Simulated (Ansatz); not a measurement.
SrTiO3

```cif
data_structure
_symmetry_space_group_name_H-M 'P 1'
_symmetry_Int_Tables_number 1
_cell_length_a 3.9364
_cell_length_b 5.5669
_cell_length_c 5.5669
_cell_angle_alpha 90.000
_cell_angle_beta 90.000
_cell_angle_gamma 90.000
_cell_volume 121.99
loop_
_atom_site_label
_atom_site_type_symbol
_atom_site_fract_x
_atom_site_fract_y
_atom_site_fract_z
_atom_site_occupancy
Sr1 Sr 0.00000 0.50000 0.46856 1
Sr2 Sr 0.00000 0.00000 0.96856 1
Ti1 Ti 0.50000 0.50000 0.00000 1
Ti2 Ti 0.50000 0.00000 0.50000 1
O1 O 0.00000 0.50000 0.00000 1
O2 O 0.00000 0.00000 0.50000 1
O3 O 0.50000 0.75000 0.25000 1
O4 O 0.50000 0.25000 0.75000 1
O5 O 0.50000 0.25000 0.25000 1
O6 O 0.50000 0.75000 0.75000 1
```

Space group Amm2; changed on purpose from its base cell (all Sr atoms moved +0.175 Å, as atom 1 towards its neighbour atom 3 (O) at 2.783 A); not relaxed (largest force 0.6 eV/Å); computed without spin polarisation.

The calculation used DFT PBE, scalar-relativistic, plane waves, PAW (Ansatz).

In a PAW calculation such maps are meaningful between the atoms, not at the nuclei.

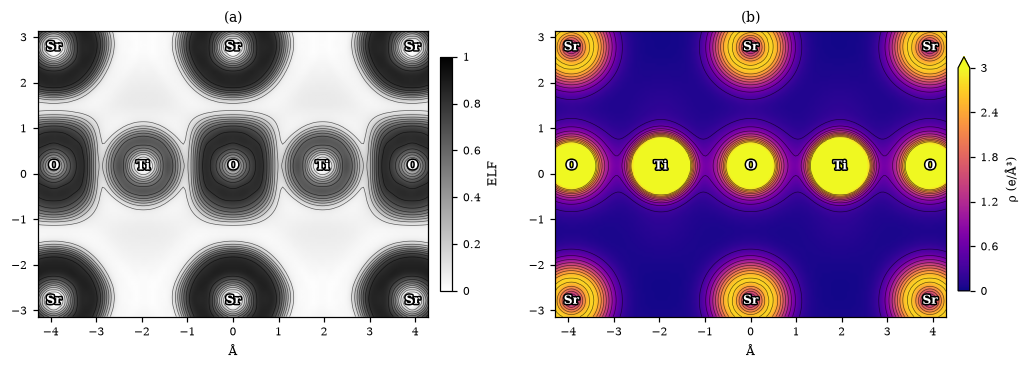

Figure 1. (a) ELF; (b) valence electron density on the (010) plane of the conventional cell.

Interpret the plot.

Answer.
- The section cuts through Sr, Ti and O sites.
- Ti–O (1.97 Å): ρ is about 0.68 e/Å³ halfway; the ELF peaks at about 0.85 in the valence shell of O, 0.6 Å from its nucleus, and is about 0.20 at the midpoint; no localised pair shows between them.
- Sr–O (2.61 Å): ρ is about 0.21 e/Å³ halfway; the ELF is about 0.05 at the midpoint: a closed-shell, largely ionic contact.
- Sr–O (2.96 Å): the density is about 0.09 e/Å³ at the midpoint; the ELF is about 0.05 at the midpoint (a largely ionic contact).
- Between the atoms the lowest density in this plane is 0.03 e/Å³.
- The features right at Sr and Ti lie inside the PAW spheres, where the map follows smoothed inner orbitals and isn't to be read closely.

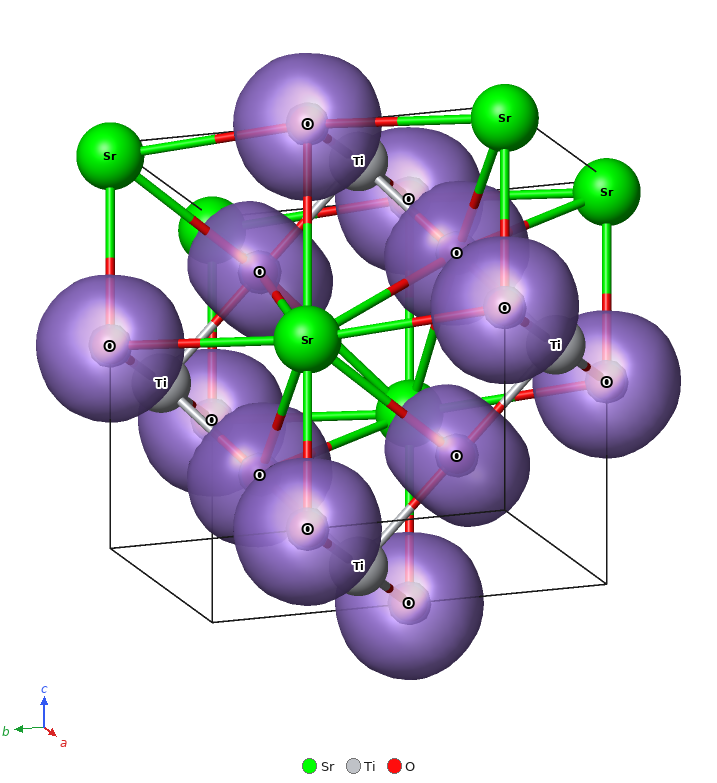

Figure 2. Isosurface of the ELF at 0.6 (purple), seen at an oblique angle. Only the valence region is drawn (cores and ρ < 0.01 e/Å³ removed). Sticks mark near contacts.

Where are the electrons localised?

Answer. The ELF exceeds this value in six regions wrapped around O (the valence shell of each), counted in one cell of 10 atoms. Any copies at cell faces, edges or corners count once.

Does the calculation give a band gap?

Answer. It is gapped, with a Kohn–Sham gap of 1.8 eV on the k-point mesh, an upper bound to the gap of this method.
